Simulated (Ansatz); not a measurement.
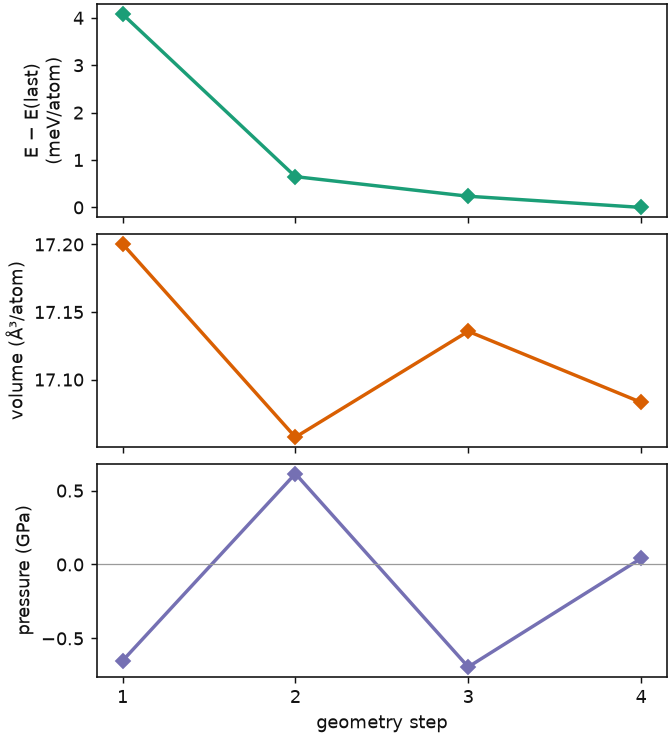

History of a geometry optimisation. Atoms and cell relax. A closing SCF on a freshly chosen basis isn't drawn.

Ru (P6_3/mmc, 4 atoms in the cell); DFT PBEsol, scalar-relativistic, plane waves, PAW in Ansatz 0.2.0; cutoff 420 eV, 6×6×4 k-mesh, Gaussian smearing of 0.1 eV.

How did the optimisation end?

The optimisation met its thresholds at geometry 4, counting the start as the first. The energy fell by about 4.1 meV/atom from the first step to the last. All forces vanish by symmetry, so only the cell moves.

What happens to the cell?

The volume shrinks from 17.20 to 17.08 Å³ per atom (−0.7 %), overshooting to 17.06 at step 2, as the pressure goes from −0.65 GPa to about 0 GPa. The start was expanded.
